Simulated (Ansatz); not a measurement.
# Geometry relaxation of Ti16Si (part 2 of 2)

Continued. System: Ti16Si (defect cell, 17 atoms in the cell). Method: DFT PBE, scalar-relativistic, plane waves, PAW, no spin polarisation (Ansatz 0.2.0); cutoff 420 eV, 4×4×4 k-mesh, Gaussian smearing of 0.1 eV. The structure derives from a Materials Project entry. It belongs to a series of runs on one base structure; here: Si on a Ti site beside a Ti vacancy, charge +0, atoms relaxed.

Geometry of the input (Å; fractional positions):
```
2.2898  -3.9660  5.6643
2.2898  3.9660  5.6643
-4.5795  0.0000  5.6643
Si 0.3333  0.3333  0.3333
Ti 0.6667  0.6667  0.6667
Ti 0.8333  0.8333  0.8333
Ti 1.0000  -0.0000  0.0000
Ti 0.1667  0.1667  0.1667
Ti 0.7500  0.4167  0.0833
Ti 0.9167  0.5833  0.2500
Ti 0.0833  0.7500  0.4167
Ti 0.2500  0.9167  0.5833
Ti 0.4167  0.0833  0.7500
Ti 0.5833  0.2500  0.9167
Ti 0.0833  0.4167  0.7500
Ti 0.2500  0.5833  0.9167
Ti 0.4167  0.7500  0.0833
Ti 0.5833  0.9167  0.2500
Ti 0.7500  0.0833  0.4167
Ti 0.9167  0.2500  0.5833
```

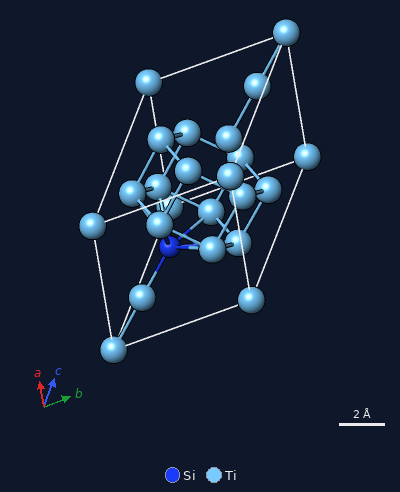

*The geometry at step 3 of the log (ball-and-stick view of the cell of the calculation, seen at an oblique angle).*

## Output, continued
```
  k-point 1: bands = ["-44.6154", "-44.5559", "-44.5219", "-44.4772", "-44.4247", "-44.3863", "-44.3729", "-44.3370", "-44.3295", "-44.3287", "-44.2902", "-44.2886", "-44.2749", "-44.2337", "-44.2211", "-44.1728", "-21.0619", "-21.0311", "-21.0128", "-20.9750", "-20.9706", "-20.9461", "-20.9321", "-20.9301", "-20.9077", "-20.8880", "-20.8857", "-20.8589", "-20.8523", "-20.8235", "-20.8192", "-20.8086", "-20.7884", "-20.7786", "-20.7457", "-20.7309", "-20.7153", "-20.7116", "-20.6832", "-20.6803", "-20.6575", "-20.6350", "-20.6332", "-20.6229", "-20.6009", "-20.5688", "-20.5472", "-20.5385", "-20.5223", "-20.5121", "-20.4625", "-20.4496", "-20.4350", "-20.4145", "-20.3781", "-20.3716", "-20.3631", "-20.3497", "-20.3329", "-20.2811", "-20.2681", "-20.2672", "-20.2344", "-20.1609", "4.2160", "7.2401", "8.3871", "8.6958", "8.8922", "9.2096", "9.5848", "9.8743", "9.8833", "9.9767", "10.0965", "10.3399", "10.4522", "10.4884", "10.5702", "10.7046", "10.7297", "10.8731", "10.9927", "11.0212", "11.0843", "11.2466", "11.2638", "11.3746", "11.4802", "11.4889", "11.6104", "11.6833", "11.7245", "11.7780", "11.9566", "11.9861", "12.1455", "12.1570", "12.2261", "12.4132", "12.4353", "12.5261", "12.5925", "12.6603", "12.6936", "12.8171", "12.8242", "12.9357", "13.0770", "13.1584", "13.2057", "13.2467", "13.2917", "13.3507", "13.3811", "13.4450", "13.4782", "13.5819"]
  k-point 2: bands = ["-44.6149", "-44.5554", "-44.5214", "-44.4769", "-44.4133", "-44.4064", "-44.3819", "-44.3242", "-44.3211", "-44.3116", "-44.3013", "-44.2960", "-44.2915", "-44.2266", "-44.2001", "-44.1883", "-21.0536", "-21.0266", "-21.0245", "-20.9888", "-20.9801", "-20.9578", "-20.9496", "-20.9422", "-20.9209", "-20.8880", "-20.8800", "-20.8545", "-20.8415", "-20.8189", "-20.7958", "-20.7938", "-20.7712", "-20.7487", "-20.7440", "-20.7199", "-20.7186", "-20.7048", "-20.6920", "-20.6901", "-20.6846", "-20.6613", "-20.6433", "-20.6305", "-20.6222", "-20.5695", "-20.5123", "-20.5021", "-20.5001", "-20.4873", "-20.4724", "-20.4328", "-20.4241", "-20.4116", "-20.4059", "-20.3785", "-20.3591", "-20.3443", "-20.3265", "-20.2940", "-20.2939", "-20.2856", "-20.2216", "-20.1753", "4.2594", "7.2223", "8.2801", "8.5751", "8.9352", "9.3170", "9.5489", "9.8541", "9.8710", "10.1965", "10.2754", "10.3130", "10.3455", "10.5165", "10.5256", "10.7141", "10.7240", "10.8271", "10.9575", "10.9599", "11.0439", "11.1373", "11.2337", "11.2786", "11.4282", "11.4965", "11.6324", "11.6388", "11.7397", "11.8085", "11.9098", "11.9347", "12.0392", "12.0675", "12.2117", "12.3624", "12.3891", "12.6012", "12.6472", "12.7775", "12.8591", "12.8899", "12.9379", "12.9562", "13.0223", "13.0818", "13.1577", "13.2130", "13.3051", "13.3401", "13.4009", "13.4125", "13.4927", "13.5389"]
  k-point 9: bands = ["-44.6144", "-44.5546", "-44.5231", "-44.4779", "-44.4221", "-44.3862", "-44.3780", "-44.3403", "-44.3341", "-44.3287", "-44.2893", "-44.2835", "-44.2707", "-44.2297", "-44.2210", "-44.1771", "-21.0723", "-21.0403", "-21.0201", "-20.9723", "-20.9654", "-20.9440", "-20.9295", "-20.9274", "-20.9179", "-20.8907", "-20.8760", "-20.8594", "-20.8316", "-20.8233", "-20.8123", "-20.7990", "-20.7919", "-20.7743", "-20.7567", "-20.7359", "-20.7228", "-20.6899", "-20.6888", "-20.6791", "-20.6690", "-20.6591", "-20.6044", "-20.6015", "-20.5998", "-20.5945", "-20.5620", "-20.5330", "-20.5301", "-20.4887", "-20.4496", "-20.4480", "-20.4355", "-20.4160", "-20.4007", "-20.3750", "-20.3619", "-20.3505", "-20.3336", "-20.2864", "-20.2663", "-20.2635", "-20.2344", "-20.1605", "4.2797", "7.6410", "7.9633", "8.4639", "8.5624", "9.0178", "9.6208", "9.7558", "9.8678", "10.0233", "10.2428", "10.2555", "10.4145", "10.5409", "10.6168", "10.8708", "10.9093", "10.9998", "11.0034", "11.1338", "11.1862", "11.2410", "11.2766", "11.3173", "11.4026", "11.4207", "11.5575", "11.6203", "11.7534", "11.9263", "11.9732", "12.0037", "12.0070", "12.1747", "12.2141", "12.3450", "12.3714", "12.4606", "12.5313", "12.6537", "12.7047", "12.8708", "12.9862", "13.1103", "13.2101", "13.2611", "13.3217", "13.3395", "13.3641", "13.4241", "13.4922", "13.4990", "13.5967", "13.6434"]
--- Relaxed structure (5 steps of the walk, 5 accepted, 0 SCFs on fresh bases) ---
  F+E_penalty+E_count = -40628.58420224 eV   max|allowed force component| = 4.757e-3 eV/Å
  atoms:
    - { symbol: Si, position: [0.32655467309778247, 0.32655467309778247, 0.32655467309778247] }
    - { symbol: Ti, position: [0.6671223010796957, 0.6671223010796957, 0.6671223010796957] }
    - { symbol: Ti, position: [0.832595306195097, 0.832595306195097, 0.832595306195097] }
    - { symbol: Ti, position: [1.0009388253655955, 0.0009388253655956968, 0.0009388253655957524] }
    - { symbol: Ti, position: [0.16597519773234504, 0.16597519773234504, 0.16597519773234504] }
    - { symbol: Ti, position: [0.7493766078280425, 0.4167583788969771, 0.08200261490247379] }
    - { symbol: Ti, position: [0.9257566290023261, 0.5816111616141683, 0.24790145602075414] }
    - { symbol: Ti, position: [0.08200261490247385, 0.7493766078280425, 0.416758378896977] }
    - { symbol: Ti, position: [0.24790145602075392, 0.925756629002326, 0.5816111616141683] }
    - { symbol: Ti, position: [0.416758378896977, 0.08200261490247379, 0.7493766078280426] }
    - { symbol: Ti, position: [0.5816111616141681, 0.24790145602075397, 0.925756629002326] }
    - { symbol: Ti, position: [0.08200261490247379, 0.416758378896977, 0.7493766078280426] }
    - { symbol: Ti, position: [0.24790145602075397, 0.5816111616141681, 0.925756629002326] }
    - { symbol: Ti, position: [0.4167583788969771, 0.7493766078280425, 0.08200261490247379] }
    - { symbol: Ti, position: [0.5816111616141683, 0.9257566290023261, 0.24790145602075414] }
    - { symbol: Ti, position: [0.7493766078280425, 0.08200261490247385, 0.416758378896977] }
    - { symbol: Ti, position: [0.925756629002326, 0.24790145602075392, 0.5816111616141683] }
```

## Trajectory as extended XYZ (Å, eV, eV/Å), 5 frames, from step=1 to step=5
```
17
Lattice="2.2898 -3.9660 5.6643 2.2898 3.9660 5.6643 -4.5795 0.0000 5.6643" Properties=species:S:1:pos:R:3:forces:R:3 step=1 energy=-40628.46810
Si    0.0000    0.0000    5.6643    0.0000   0.0000  -0.3087
Ti    0.0000    0.0000   11.3287    0.0000   0.0000   0.1120
Ti    0.0000    0.0000   14.1609    0.0000   0.0000  -0.0682
Ti    2.2898   -3.9660    5.6643    0.0000   0.0000   0.1532
Ti    0.0000    0.0000    2.8322    0.0000   0.0000   0.0531
Ti    2.2898   -1.3220    7.0804    0.0336   0.0280  -0.2181
Ti    2.2898   -1.3220    9.9126    0.2503  -0.3445   0.2279
Ti    0.0000    2.6440    7.0804   -0.0410   0.0151  -0.2181
Ti    0.0000    2.6440    9.9126    0.1732   0.3891   0.2279
Ti   -2.2898   -1.3220    7.0804    0.0074  -0.0431  -0.2181
Ti   -2.2898   -1.3220    9.9126   -0.4235  -0.0445   0.2279
Ti   -2.2898    1.3220    7.0804    0.0074   0.0431  -0.2181
Ti   -2.2898    1.3220    9.9126   -0.4235   0.0445   0.2279
Ti    2.2898    1.3220    7.0804    0.0336  -0.0280  -0.2181
Ti    2.2898    1.3220    9.9126    0.2503   0.3445   0.2279
Ti    0.0000   -2.6440    7.0804   -0.0410  -0.0151  -0.2181
Ti    0.0000   -2.6440    9.9126    0.1732  -0.3891   0.2279
17
Lattice="2.2898 -3.9660 5.6643 2.2898 3.9660 5.6643 -4.5795 0.0000 5.6643" Properties=species:S:1:pos:R:3:forces:R:3 step=2 energy=-40628.53341
Si    0.0000    0.0000    5.5772    0.0000   0.0000  -0.1032
Ti    0.0000    0.0000   11.3505    0.0000   0.0000  -0.0823
Ti    0.0000    0.0000   14.1620    0.0000   0.0000  -0.0601
Ti    2.2898   -3.9660    5.7049    0.0000   0.0000  -0.2187
Ti    0.0000    0.0000    2.8226    0.0000   0.0000   0.0624
Ti    2.2917   -1.3187    7.0382    0.0351   0.0005   0.3147
Ti    2.3159   -1.3542    9.9603   -0.0050  -0.0787  -0.2477
Ti   -0.0038    2.6440    7.0382   -0.0180   0.0301   0.3147
Ti    0.0148    2.6827    9.9603    0.0706   0.0350  -0.2477
Ti   -2.2879   -1.3253    7.0382   -0.0171  -0.0306   0.3147
Ti   -2.3307   -1.3286    9.9603   -0.0656   0.0437  -0.2477
Ti   -2.2879    1.3253    7.0382   -0.0171   0.0306   0.3147
Ti   -2.3307    1.3286    9.9603   -0.0656  -0.0437  -0.2477
Ti    2.2917    1.3187    7.0382    0.0351  -0.0005   0.3147
Ti    2.3159    1.3542    9.9603   -0.0050   0.0787  -0.2477
Ti   -0.0038   -2.6440    7.0382   -0.0180  -0.0301   0.3147
Ti    0.0148   -2.6827    9.9603    0.0706  -0.0350  -0.2477
17
Lattice="2.2898 -3.9660 5.6643 2.2898 3.9660 5.6643 -4.5795 0.0000 5.6643" Properties=species:S:1:pos:R:3:forces:R:3 step=3 energy=-40628.58045
Si    0.0000    0.0000    5.5385    0.0000   0.0000   0.0466
Ti    0.0000    0.0000   11.3396    0.0000   0.0000   0.0030
Ti    0.0000    0.0000   14.1510    0.0000   0.0000   0.0049
Ti    2.2898   -3.9660    5.6797    0.0000   0.0000   0.0117
Ti    0.0000    0.0000    2.8158    0.0000   0.0000   0.0166
Ti    2.2927   -1.3191    7.0669    0.0214  -0.0013   0.0357
Ti    2.3138   -1.3562    9.9471    0.0261  -0.0807  -0.0495
Ti   -0.0040    2.6451    7.0669   -0.0096   0.0191   0.0357
Ti    0.0176    2.6819    9.9471    0.0569   0.0630  -0.0495
Ti   -2.2887   -1.3260    7.0669   -0.0118  -0.0179   0.0357
Ti   -2.3314   -1.3257    9.9471   -0.0830   0.0177  -0.0495
Ti   -2.2887    1.3260    7.0669   -0.0118   0.0179   0.0357
Ti   -2.3314    1.3257    9.9471   -0.0830  -0.0177  -0.0495
Ti    2.2927    1.3191    7.0669    0.0214   0.0013   0.0357
Ti    2.3138    1.3562    9.9471    0.0261   0.0807  -0.0495
Ti   -0.0040   -2.6451    7.0669   -0.0096  -0.0191   0.0357
Ti    0.0176   -2.6819    9.9471    0.0569  -0.0630  -0.0495
17
Lattice="2.2898 -3.9660 5.6643 2.2898 3.9660 5.6643 -4.5795 0.0000 5.6643" Properties=species:S:1:pos:R:3:forces:R:3 step=4 energy=-40628.58408
Si    0.0000    0.0000    5.5482    0.0000   0.0000  -0.0040
Ti    0.0000    0.0000   11.3381    0.0000   0.0000  -0.0087
Ti    0.0000    0.0000   14.1499    0.0000   0.0000  -0.0082
Ti    2.2898   -3.9660    5.6807    0.0000   0.0000  -0.0061
Ti    0.0000    0.0000    2.8168    0.0000   0.0000   0.0269
Ti    2.2953   -1.3187    7.0699   -0.0054  -0.0034   0.0009
Ti    2.3177   -1.3655    9.9426   -0.0134   0.0057  -0.0009
Ti   -0.0056    2.6471    7.0699    0.0056  -0.0030   0.0009
Ti    0.0237    2.6900    9.9426    0.0018  -0.0144  -0.0009
Ti   -2.2897   -1.3284    7.0699   -0.0002   0.0064   0.0009
Ti   -2.3414   -1.3244    9.9426    0.0116   0.0087  -0.0009
Ti   -2.2897    1.3284    7.0699   -0.0002  -0.0064   0.0009
Ti   -2.3414    1.3244    9.9426    0.0116  -0.0087  -0.0009
Ti    2.2953    1.3187    7.0699   -0.0054   0.0034   0.0009
Ti    2.3177    1.3655    9.9426   -0.0134  -0.0057  -0.0009
Ti   -0.0056   -2.6471    7.0699    0.0056   0.0030   0.0009
Ti    0.0237   -2.6900    9.9426    0.0018   0.0144  -0.0009
17
Lattice="2.2898 -3.9660 5.6643 2.2898 3.9660 5.6643 -4.5795 0.0000 5.6643" Properties=species:S:1:pos:R:3:forces:R:3 step=5 energy=-40628.58420
Si    0.0000    0.0000    5.5492    0.0000   0.0000   0.0013
Ti    0.0000    0.0000   11.3364    0.0000   0.0000   0.0029
Ti    0.0000    0.0000   14.1483    0.0000   0.0000   0.0007
Ti    2.2898   -3.9660    5.6803    0.0000   0.0000   0.0014
Ti    0.0000    0.0000    2.8204    0.0000   0.0000  -0.0048
Ti    2.2946   -1.3192    7.0699    0.0003   0.0005   0.0000
Ti    2.3162   -1.3649    9.9425    0.0023  -0.0010  -0.0003
Ti   -0.0049    2.6468    7.0699   -0.0006   0.0001   0.0000
Ti    0.0239    2.6884    9.9425   -0.0003   0.0025  -0.0003
Ti   -2.2898   -1.3276    7.0699    0.0003  -0.0005   0.0000
Ti   -2.3401   -1.3235    9.9425   -0.0020  -0.0015  -0.0003
Ti   -2.2898    1.3276    7.0699    0.0003   0.0005   0.0000
Ti   -2.3401    1.3235    9.9425   -0.0020   0.0015  -0.0003
Ti    2.2946    1.3192    7.0699    0.0003  -0.0005   0.0000
Ti    2.3162    1.3649    9.9425    0.0023   0.0010  -0.0003
Ti   -0.0049   -2.6468    7.0699   -0.0006  -0.0001   0.0000
Ti    0.0239   -2.6884    9.9425   -0.0003  -0.0025  -0.0003
```

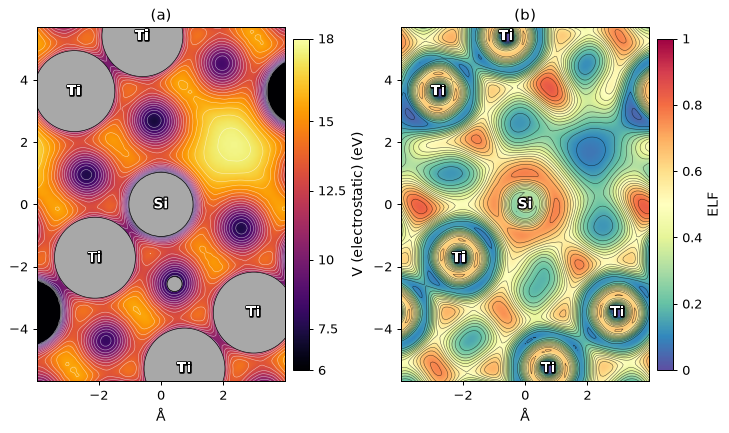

*(a) electrostatic potential (local pseudopotential plus Hartree) felt by an electron; (b) ELF on the (101̄) plane of the calculation cell. Grey discs, where drawn, cover atomic cores.*

Atoms in the plane: Si and Ti. Ti–Si (2.73 Å): the ELF is about 0.35 at the midpoint. Ti–Ti (2.81 Å): the ELF is about 0.15 at the midpoint (no shared electron pair). Ti–Ti (2.86 Å): the ELF is about 0.20 at the midpoint; no localised pair between them.The strong features right at Ti lie inside the PAW spheres (semicore, d or f shells) and say nothing about bonding. Outside the cores the potential energy rises away from the atoms and is highest about 2.7 Å from the nearest atoms; outside the discs it spans about 11 eV, and its zero is arbitrary. Core electrons are frozen (PAW), so the fields are smoothed inside the atomic spheres.

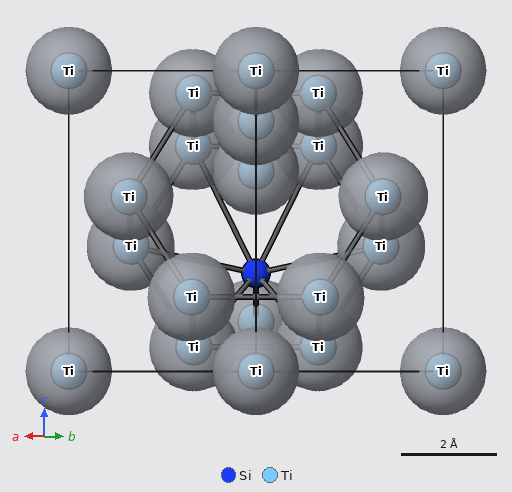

*Isosurface of the valence pseudo-density at 0.5 e/Å³ (grey), seen along [110]. Sticks mark near contacts. The outline is the calculation cell.*

At this value the density breaks into separate islands; it holds about 75 % of the electrons treated as valence (semicore included). It is pinched off along the Ti–Ti (2.56 Å), Ti–Si (2.73 Å), Ti–Ti (2.64 Å) and Ti–Ti (2.73 Å) contacts. On the grid the lowest density along these lines, outside the cores, is 0.28 e/Å³ (Ti–Ti, 2.56 Å), 0.24 e/Å³ (Ti–Si, 2.73 Å), 0.22 e/Å³ (Ti–Ti, 2.64 Å) and 0.19 e/Å³ (Ti–Ti, 2.73 Å).

## Key numbers

```json
{"quantity": "outcome", "value": "converged"}
{"quantity": "electrons treated", "value": "196"}
{"quantity": "free energy", "value": "−40628.5842 eV"}
{"quantity": "Fermi energy", "value": "12.172 eV"}
{"quantity": "gap on the k-point mesh", "value": "none (metallic)"}
{"quantity": "final volume", "value": "308.63 Å³"}
{"quantity": "largest force (length of the vector) at the end", "value": "0.005 eV/Å"}
{"quantity": "hardware", "value": "4 threads of AMD EPYC (Zen 5), 32 GiB of memory available, shared host"}
{"quantity": "wall time", "value": "19 s (CPU time 75 s)"}
{"quantity": "peak memory", "value": "1.1 GiB"}
```
